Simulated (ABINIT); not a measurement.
Sb: band-structure run

System: Sb (P2₁/m, 2 atoms in the cell).
Method: Kohn-Sham DFT of a periodic cell, AM05, JTH PAW PBE v2.0 (ABINIT 10.8.3).

The structure derives from a Materials Project entry. The run did not end well.

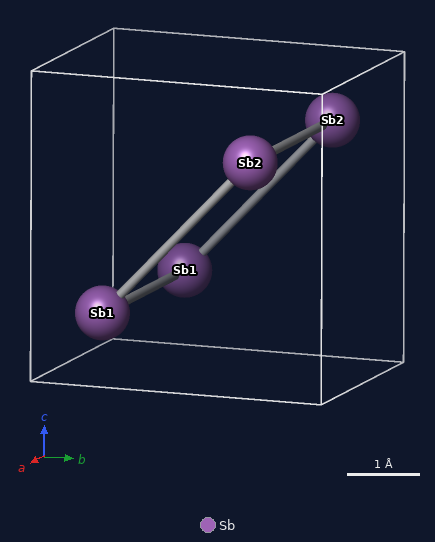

The structure (ball-and-stick view of the cell of the calculation, seen slightly off an axis; atoms are numbered from 1 in the order of the input). An atom can appear more than once, as a periodic image. Near neighbours in the periodic cell (some may lie outside the picture): Sb has 6 Sb at 3.04 to 3.15 Å.

Input file
```
# Datasets: ground state, then fixed potential
ndtset 2

# Pseudopotentials
pp_dirpath "./"
pseudos "Sb.GGA_PBE-JTH.xml"

# Structure
acell 3.122402 4.347518 4.4060238564 Angstrom
rprim
     1.0000000000     0.0000000000     0.0000000000
     0.0000000000     1.0000000000     0.0000000000
    -0.0088322263     0.0000000000     0.9999609951
ntypat 1
znucl 51
natom 2
typat 1 1
xred
     0.0113890000     0.2500000000     0.2411660000
     0.9886110000     0.7500000000     0.7588340000
chkprim 0
chksymtnons 0
tolsym 1.0e-6

# Plane-wave basis
ecut 19.0
pawecutdg 38.0
pawxcdev 0

# Exchange and correlation
ixc -120135

# Bands and occupations
occopt 3
tsmear 0.05 eV

# SCF cycle
nstep 100

# Output
iomode 3
prtwf 0
prteig 0
prtebands 0
enunit 1
prtden1 1

# Dataset 1
kptopt1 1
ngkpt1 9 6 6
nshiftk1 1
shiftk1 0.0 0.0 0.0
nband1 19
tolvrs1 1.0e-9

# Dataset 2: bands along G-Y-H-C-E-M1-A-X-H1
iscf2 -2
getden2 1
nband2 25
nbdbuf2 4
tolwfr2 1.0e-11
kptopt2 -8
ndivsm2 6
prteig2 1
prtvol2 -3
kptbounds2
     0.0000000000     0.0000000000     0.0000000000
     0.0000000000     0.0000000000     0.5000000000
    -0.4969092110     0.0000000000     0.5061930597
    -0.5000000000     0.0000000000     0.5000000000
    -0.5000000000     0.5000000000     0.5000000000
    -0.5030907890     0.5000000000     0.4938069403
    -0.5000000000     0.5000000000     0.0000000000
    -0.5000000000     0.0000000000     0.0000000000
    -0.5030907890     0.0000000000     0.4938069403
```

Launch command:
```bash
abinit run.abi > log 2>&1
```

Output
```
.Version 10.8.3 of ABINIT
 DATASET    1 : space group P2_1/m (# 11); Bravais mP (primitive monocl.)
================================================================================
 Values of the parameters that define the memory need for DATASET  1.
     intxc =       0    ionmov =       0      iscf =      17    lmnmax =      18
     lnmax =       6     mgfft =      36  mpssoang =       3    mqgrid =    3001
     natom =       2  nloc_mem =       2    nspden =       1   nspinor =       1
    nsppol =       1      nsym =       4    n1xccc =       1    ntypat =       1
    occopt =       3   xclevel =       2
       mpw =        1617          nfft =       31104          nkpt =         112
 PAW method is used; the additional fine FFT grid is defined by:
   mgfftf=        48    nfftf =     82944
================================================================================
================================================================================

 DATASET    2 : space group P2_1/m (# 11); Bravais mP (primitive monocl.)
================================================================================
 Values of the parameters that define the memory need for DATASET  2.
     intxc =       0    ionmov =       0      iscf =      -2    lmnmax =      18
     lnmax =       6     mgfft =      36  mpssoang =       3    mqgrid =    3001
     natom =       2  nloc_mem =       2    nspden =       1   nspinor =       1
    nsppol =       1      nsym =       4    n1xccc =       1    ntypat =       1
    occopt =       3   xclevel =       2
       mpw =        1632          nfft =       31104          nkpt =        2540
 PAW method is used; the additional fine FFT grid is defined by:
   mgfftf=        48    nfftf =     82944
================================================================================
================================================================================

--------------------------------------------------------------------------------
------------- Echo of variables that govern the present computation ------------
--------------------------------------------------------------------------------
 -outvars: echo values of preprocessed input variables --------
            acell      5.9004846350E+00  8.2156183475E+00  8.3261783928E+00 Bohr
              amu      1.21753000E+02
          chkprim           0
      chksymtnons           0
             ecut      1.90000000E+01 Hartree
           enunit           1
           getden1          0
           getden2          1
             iscf1         17
             iscf2         -2
              ixc     -120135
           jdtset        1    2
           kptopt1          1
           kptopt2         -8
         kptrlatt        9    0    0      0    6    0      0    0    6
          kptrlen1     4.92937101E+01
          kptrlen2     3.00000000E+01
            natom           2
            nband1         19
            nband2         25
           nbdbuf1          0
           nbdbuf2          4
           ndtset           2
           ndivsm1          0
           ndivsm2          6
            ngfft          24      36      36
          ngfftdg          36      48      48
             nkpt1        112
             nkpt2       2540
            nstep         100
             nsym           4
           ntypat           1
           occopt           3
        pawecutdg      3.80000000E+01 Hartree
         pawxcdev           0
        prtebands           0
           prteig1          0
           prteig2          1
           prtvol1          0
           prtvol2         -3
            prtwf           0
            rprim      1.0000000000E+00  0.0000000000E+00  0.0000000000E+00
                       0.0000000000E+00  1.0000000000E+00  0.0000000000E+00
                      -8.8322263000E-03  0.0000000000E+00  9.9996099510E-01
           shiftk1     0.00000000E+00  0.00000000E+00  0.00000000E+00
           shiftk2     5.00000000E-01  5.00000000E-01  5.00000000E-01
          spgroup          11
           tolsym      1.00000000E-06
           tolvrs1     1.00000000E-09
           tolvrs2     0.00000000E+00
           tolwfr1     0.00000000E+00
           tolwfr2     1.00000000E-11
           tsmear      1.83746611E-03 Hartree
            typat      1  1
           useylm           1
           xangst      2.6176061540E-02  1.0868795000E+00  1.0625417034E+00
                       3.0573109387E+00  3.2606385000E+00  3.3433102965E+00
            xcart      4.9465587366E-02  2.0539045869E+00  2.0079128168E+00
                       5.7774803558E+00  6.1617137606E+00  6.3179408143E+00
             xred      1.1389000000E-02  2.5000000000E-01  2.4116600000E-01
                       9.8861100000E-01  7.5000000000E-01  7.5883400000E-01
            znucl       51.00000

================================================================================

 chkinp: Checking input parameters for consistency, jdtset=   1.

 chkinp: Checking input parameters for consistency, jdtset=   2.

================================================================================
== DATASET  1 ==================================================================

--- !DatasetInfo
iteration_state: {dtset: 1, }
dimensions: {natom: 2, nkpt: 112, mband: 19, nsppol: 1, nspinor: 1, nspden: 1, mpw: 1617, }
cutoff_energies: {ecut:  19.0, pawecutdg:  38.0, }
electrons: {nelect:   3.00000000E+01, charge:   0.00000000E+00, occopt:   3.00000000E+00, tsmear:   1.83746611E-03, }
meta: {optdriver: 0, ionmov: 0, optcell: 0, iscf: 17, paral_kgb: 0, }
...

 Real(R)+Recip(G) space primitive vectors, cartesian coordinates (Bohr,Bohr^-1):
 R(1)=  5.9004846  0.0000000  0.0000000  G(1)=  0.1694776  0.0000000  0.0014969
 R(2)=  0.0000000  8.2156183  0.0000000  G(2)=  0.0000000  0.1217194  0.0000000
 R(3)= -0.0735387  0.0000000  8.3258536  G(3)=  0.0000000  0.0000000  0.1201078
 Unit cell volume ucvol=  4.0360516E+02 bohr^3
 Angles (23,13,12)=  9.00000000E+01  9.05060559E+01  9.00000000E+01 degrees

 Coarse grid specifications (used for wave-functions):

 getcut: wavevector=  0.0000  0.0000  0.0000  ngfft=  24  36  36
         ecut(hartree)=     19.000   => boxcut(ratio)=   2.07300

 Fine grid specifications (used for densities):

 getcut: wavevector=  0.0000  0.0000  0.0000  ngfft=  36  48  48
         ecut(hartree)=     38.000   => boxcut(ratio)=   2.07757

--- Pseudopotential description ------------------------------------------------
- pspini: atom type   1  psp file is ./Sb.GGA_PBE-JTH.xml
 Pseudopotential format is: paw10
 basis_size (lnmax)=  6 (lmn_size= 18), orbitals=   0   0   1   1   2   2
 Spheres core radius: rc_sph= 2.40089151
 Shapefunction is BESSEL type: shapef(r,l)=aa(1,l)*jl(q(1,l)*r)+aa(2,l)*jl(q(2,l)*r)
 Radius for shape functions =  2.00542650
 Compensation charge density is not taken into account in XC energy/potential

   1.53505782E+03                                ecore*ucvol(ha*bohr**3)
--------------------------------------------------------------------------------

================================================================================

--- !BeginCycle
iteration_state: {dtset: 1, }
solver: {iscf: 17, nstep: 100, nline: 4, wfoptalg: 10, }
tolerances: {tolvrs: 1.00E-09, }
...

     iter   Etot(hartree)      deltaE(h)  residm     nres2
 ETOT  1  -163.95598225670    -1.640E+02 1.057E+01 9.196E-01
 ETOT  2  -165.21375737172    -1.258E+00 5.721E-02 3.092E-01
 ETOT  3  -165.21400379593    -2.464E-04 9.047E-03 8.959E-02
 ETOT  4  -165.21376572166     2.381E-04 2.773E-03 5.362E-03
 ETOT  5  -165.21377088834    -5.167E-06 2.071E-03 4.396E-04
 ETOT  6  -165.21377871381    -7.825E-06 1.349E-03 1.695E-05
 ETOT  7  -165.21377894661    -2.328E-07 6.809E-04 1.743E-06
 ETOT  8  -165.21377900380    -5.719E-08 1.813E-04 8.566E-08
 ETOT  9  -165.21377900564    -1.838E-09 1.492E-04 2.558E-08
 ETOT 10  -165.21377900568    -4.835E-11 1.334E-04 1.467E-09
 ETOT 11  -165.21377900570    -1.137E-11 8.304E-05 3.724E-10

 At SCF step   11       nres2   =  3.72E-10 < tolvrs=  1.00E-09 =>converged.

 Cartesian components of stress tensor (hartree/bohr^3)
  sigma(1 1)=  7.04468342E-05  sigma(3 2)=  0.00000000E+00
  sigma(2 2)=  9.15065745E-05  sigma(3 1)= -2.67214454E-06
  sigma(3 3)=  8.32154448E-05  sigma(2 1)=  0.00000000E+00

--- !ResultsGS
iteration_state: {dtset: 1, }
comment   : Summary of ground state results
lattice_vectors:
- [  5.9004846,   0.0000000,   0.0000000, ]
- [  0.0000000,   8.2156183,   0.0000000, ]
- [ -0.0735387,   0.0000000,   8.3258536, ]
lattice_lengths: [   5.90048,    8.21562,    8.32618, ]
lattice_angles: [ 90.000,  90.506,  90.000, ] # degrees, (23, 13, 12)
lattice_volume:   4.0360516E+02
convergence: {deltae: -1.137E-11, res2:  3.724E-10, residm:  8.304E-05, diffor: null, }
etotal    :  -1.65213779E+02
entropy   :   0.00000000E+00
fermie    :   2.48053481E-01
cartesian_stress_tensor: # hartree/bohr^3
- [  7.04468342E-05,   0.00000000E+00,  -2.67214454E-06, ]
- [  0.00000000E+00,   9.15065745E-05,   0.00000000E+00, ]
- [ -2.67214454E-06,   0.00000000E+00,   8.32154448E-05, ]
pressure_GPa:  -2.4044E+00
xred      :
- [  1.1389E-02,   2.5000E-01,   2.4117E-01, Sb]
- [  9.8861E-01,   7.5000E-01,   7.5883E-01, Sb]
cartesian_forces: # hartree/bohr
- [ -5.83184321E-04,  -0.00000000E+00,   4.99281455E-04, ]
- [  5.83184321E-04,  -0.00000000E+00,  -4.99281455E-04, ]
force_length_stats: {min:   7.67714741E-04, max:   7.67714741E-04, mean:   7.67714741E-04, }
...

 Integrated electronic density in atomic spheres:
 ------------------------------------------------
 Atom  Sphere_radius  Integrated_density
    1        2.40089         12.39862774
    2        2.40089         12.39862774

================================================================================

 ----iterations are completed or convergence reached----

 Mean square residual over all n,k,spin=   15.758E-08; max=  83.035E-06
 reduced coordinates (array xred) for    2 atoms
       0.011389000000      0.250000000000      0.241166000000
       0.988611000000      0.750000000000      0.758834000000
 rms dE/dt=  3.1347E-03; max dE/dt=  4.1998E-03; dE/dt below (all hartree)
    1       0.003441070126      0.000000000000     -0.004199830927
    2      -0.003441070126      0.000000000000      0.004199830927

 cartesian coordinates (angstrom) at end:
    1      0.02617606154035     1.08687950000000     1.06254170340308
    2      3.05731093867673     3.26063850000000     3.34331029647700

 cartesian forces (hartree/bohr) at end:
    1     -0.00058318432112    -0.00000000000000     0.00049928145502
    2      0.00058318432112    -0.00000000000000    -0.00049928145502
 frms,max,avg= 4.4324031E-04 5.8318432E-04   0.000E+00  0.000E+00  0.000E+00 h/b

 cartesian forces (eV/Angstrom) at end:
    1     -0.02998854353227    -0.00000000000000     0.02567408468691
    2      0.02998854353227    -0.00000000000000    -0.02567408468691
 frms,max,avg= 2.2792333E-02 2.9988544E-02   0.000E+00  0.000E+00  0.000E+00 e/A
 length scales=  5.900484634987  8.215618347454  8.326178392812 bohr
              =  3.122402000000  4.347518000000  4.406023856400 angstroms
 Fermi (or HOMO) energy (eV) =   6.74988   Average Vxc (eV)=  -9.37201
 Eigenvalues (   eV  ) for nkpt= 112  k points:
 kpt#   1, nband= 19, wtk=  0.00309, kpt=  0.0000  0.0000  0.0000 (reduced coord)
 -22.49517  -22.48648  -22.42179  -22.39926  -22.36284  -22.36149  -22.32058  -22.31966
 -22.31752  -22.23867   -5.76769   -0.70214    3.05451    3.18668    8.74314    9.71662
   9.94282   10.07448   13.43328
 prteigrs : prtvol=0 or 1, do not print more k-points.

--- !EnergyTerms
iteration_state     : {dtset: 1, }
comment             : Components of total free energy in Hartree
kinetic             :  8.23007709016828E+00
hartree             :  4.69822294932096E+01
xc                  : -4.66046437127706E+00
Ewald energy        : -1.08799497544696E+02
psp_core            :  3.80336519723148E+00
local_psp           : -1.42425622062944E+02
PAW spherical_terms :  3.16566110187958E+01
internal            : -1.65213301179512E+02
'-kT*entropy'       : -4.77569544485993E-04
total_energy        : -1.65213778749056E+02
total_energy_eV     : -4.49569594669862E+03
...

--- !EnergyTermsDC
iteration_state     : {dtset: 1, }
comment             : '"Double-counting" decomposition of free energy'
band_energy         : -1.59080746350900E+01
Ewald energy        : -1.08799497544696E+02
psp_core            :  3.80336519723148E+00
xc_dc               : -4.63260689410858E+01
PAW spherical_terms :  2.01697448748920E+00
internal            : -1.65213301436151E+02
'-kT*entropy'       : -4.77569544485993E-04
total_energy_dc     : -1.65213779005695E+02
total_energy_dc_eV  : -4.49569595368212E+03
...

--- !EnergyTermsWithPAWCore
iteration_state     : {dtset: 1, }
comment             : 'Components of total free energy, including PAW core contributions'
Total energy        : -1.29527513857148E+04
Total energy DC     : -1.29527513859714E+04
Total energy (eV)   : -3.52462320904851E+05
Total energy DC (eV): -3.52462320911835E+05
...

 Cartesian components of stress tensor (hartree/bohr^3)
  sigma(1 1)=  7.04468342E-05  sigma(3 2)=  0.00000000E+00
  sigma(2 2)=  9.15065745E-05  sigma(3 1)= -2.67214454E-06
  sigma(3 3)=  8.32154448E-05  sigma(2 1)=  0.00000000E+00

-Cartesian components of stress tensor (GPa)         [Pressure= -2.4044E+00 GPa]
- sigma(1 1)=  2.07261742E+00  sigma(3 2)=  0.00000000E+00
- sigma(2 2)=  2.69221637E+00  sigma(3 1)= -7.86172066E-02
- sigma(3 3)=  2.44828291E+00  sigma(2 1)=  0.00000000E+00

================================================================================
== DATASET  2 ==================================================================

--- !DatasetInfo
iteration_state: {dtset: 2, }
dimensions: {natom: 2, nkpt: 2540, mband: 25, nsppol: 1, nspinor: 1, nspden: 1, mpw: 1632, }
cutoff_energies: {ecut:  19.0, pawecutdg:  38.0, }
electrons: {nelect:   3.00000000E+01, charge:   0.00000000E+00, occopt:   3.00000000E+00, tsmear:   1.83746611E-03, }
meta: {optdriver: 0, ionmov: 0, optcell: 0, iscf: -2, paral_kgb: 0, }
...

 mkfilename : getden/=0, take file _DEN from output of DATASET   1.

 Real(R)+Recip(G) space primitive vectors, cartesian coordinates (Bohr,Bohr^-1):
 R(1)=  5.9004846  0.0000000  0.0000000  G(1)=  0.1694776  0.0000000  0.0014969
 R(2)=  0.0000000  8.2156183  0.0000000  G(2)=  0.0000000  0.1217194  0.0000000
 R(3)= -0.0735387  0.0000000  8.3258536  G(3)=  0.0000000  0.0000000  0.1201078
 Unit cell volume ucvol=  4.0360516E+02 bohr^3
 Angles (23,13,12)=  9.00000000E+01  9.05060559E+01  9.00000000E+01 degrees

 Coarse grid specifications (used for wave-functions):

 getcut: wavevector=  0.0000  0.0000  0.0000  ngfft=  24  36  36
         ecut(hartree)=     19.000   => boxcut(ratio)=   2.07300

 Fine grid specifications (used for densities):

 getcut: wavevector=  0.0000  0.0000  0.0000  ngfft=  36  48  48
         ecut(hartree)=     38.000   => boxcut(ratio)=   2.07757
--------------------------------------------------------------------------------

================================================================================
```

What the run reported

| quantity | value |
| --- | --- |
| outcome | stopped at the time limit |
| space group (tolerance 0.01 Å) | P2₁/m (11) |
| electrons treated | 30 |
| free energy | −4495.6960 eV |
| gap on the k-point mesh | none (metallic) |
| pressure | −2.40 GPa |
| largest force (length of the vector) | 0.039 eV/Å |
| hardware | 1 thread of Intel Xeon @ 2.50GHz (Skylake/Cascade Lake), 64 GiB of memory available, shared host |
| wall time | 22 min |
| peak memory | 2 GiB |

Diagnosis

The run was cut off by its time limit, so the output is incomplete.
